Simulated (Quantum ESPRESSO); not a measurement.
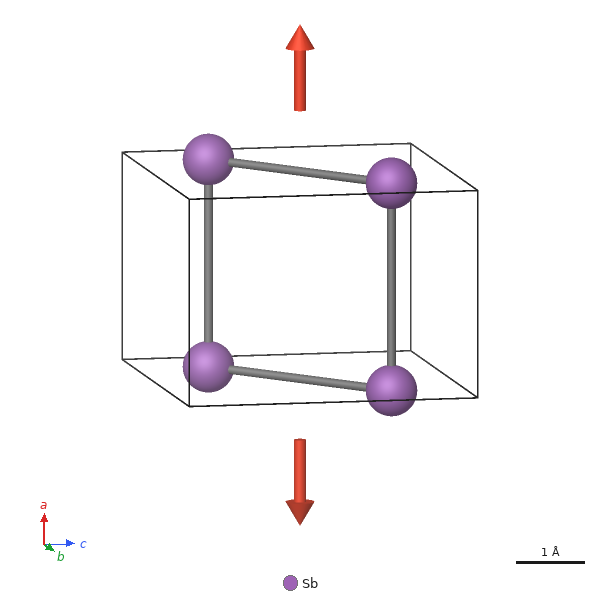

Sb, space group P2₁/m (No. 11). The run's cell of 2 atoms is drawn unstrained, with atoms on its boundary repeated; the arrows mark the Cartesian direction x (along a), along which it is stretched or compressed while the other dimensions are held. The atoms were relaxed at each strain. The cell is a structure listed in the Materials Project. This isn't the form of Sb at room conditions, which is rhombohedral.

Alike in all runs: Quantum ESPRESSO 7.5; functional PBEsol; potentials GBRV 1.5 PBEsol; cutoff 612 eV; k mesh 6 × 4 × 4 on the run's cell of 2 atoms; occupations fermi-dirac, width 0.05 eV; no spin polarisation; no spin-orbit coupling. Stress is positive in compression.

| strain (%) | ΔE (meV/atom) | stress along x (GPa) | stress across, y (GPa) |
| --- | --- | --- | --- |
| −4 | -17.0 | 1.37 | 0.11 |
| −2 | -16.2 | -2.82 | 0.15 |
| −1 | -9.7 | -4.52 | 0.09 |
| 0 | 0.0 | -5.97 | 0.03 |
| +1 | 12.1 | -7.41 | 0.03 |
| +2 | ? | ? | ? |
| +4 | 63.5 | -10.08 | -0.51 |

How stiff is the crystal along the strain, and what belongs in the row left out?

Answer. The slope at zero strain is -143 GPa per unit strain, so the relaxed-ion stiffness of this cell along x (C11 in these Cartesian axes) is about 140 GPa. The fit puts the stress at +2 % at -8.48 GPa. The run gave -8.80 GPa along, 0.13 GPa across and ΔE = 27.0 meV/atom.

At which strain does the stress along the strained direction vanish?

Answer. Near −3.4 %: the cell as given is stretched along it at this level of theory (-6.0 GPa), so the energy is least there and not at zero.

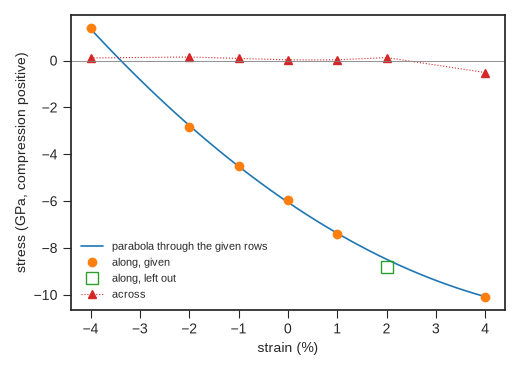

Stress against strain.

Caveat: the k mesh is coarse (spacing up to 0.36 Å⁻¹), so the values aren't converged; the slope belongs to a cell under 6 GPa of tension, not to the crystal at rest.
